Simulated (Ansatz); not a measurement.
## Electronic structure of Ti₃Al in real space

```
CELL_PARAMETERS angstrom
2.86094 0.00000 0.00000
0.00000 0.00000 -9.05134
-1.43047 2.47765 0.00000
ATOMIC_POSITIONS crystal
Ti 0.50161 0.00000 0.28006
Ti 0.39051 0.24848 0.68512
Ti 0.39051 0.75152 0.68512
Al 0.75660 0.50000 0.36236
```

Space group Pm; a point of a scan over the structure, not its minimum; a structure from a database of computed crystals, not necessarily the ambient phase; not relaxed (largest force 0.3 eV/Å); computed without spin polarisation; PAW files of the earlier set (soft_1).

These are results of Ansatz 0.2.0, DFT LDA, scalar-relativistic, plane waves, PAW, not measurements.

Core electrons are frozen (PAW), and the valence fields are smoothed inside the atomic spheres.

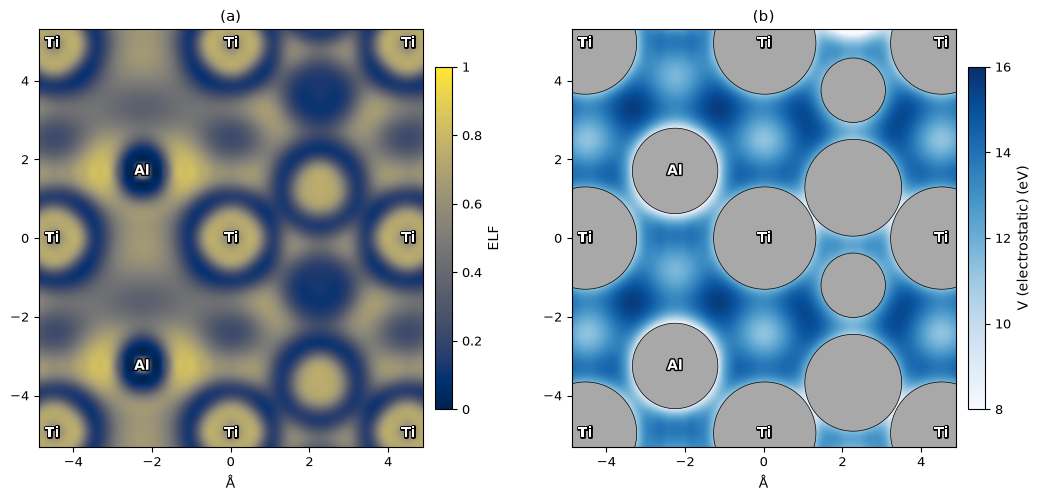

Figure 1. (a) electron localisation function; (b) electrostatic potential (local pseudopotential plus Hartree) felt by an electron on the (101) plane of the conventional cell. Grey discs cover the atomic cores in the potential map.

What does the map show?

- The section cuts through Ti and Al sites.
- Atoms just off the plane (Ti, 0.4 Å away) can leave unmarked features too.
- Ti–Al (2.85 Å): the ELF is about 0.40 at the midpoint.
- The features right at Ti lie inside the PAW spheres, where the map follows smoothed inner orbitals and isn't to be read closely.
- Outside the cores the potential energy rises away from the atoms and is highest about 1.9 Å from the nearest atoms; its zero is arbitrary.

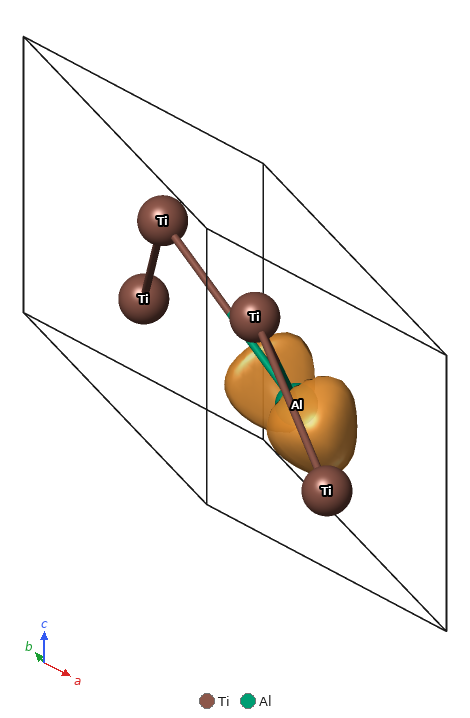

Figure 2. Isosurface of the electron localisation function at 0.75 (orange), seen slightly off an axis. Core shells and regions of very low density are left out. Sticks mark near contacts.

What do the ELF domains correspond to?

The surface consists of two pockets between the atoms, centred on no nucleus (multi-centre or interstitial), counted in one cell of 4 atoms. Any copies at cell faces, edges or corners count once. Profiles from the grid: Ti–Ti (2.62 Å): the ELF is about 0.15 at the midpoint; no localised pair shows between them. Ti–Al (2.77 Å): the ELF is about 0.40 at the midpoint.

Does the calculation make it a metal, or give it a gap?

It is metallic or semimetallic at this level of theory: no gap opens.
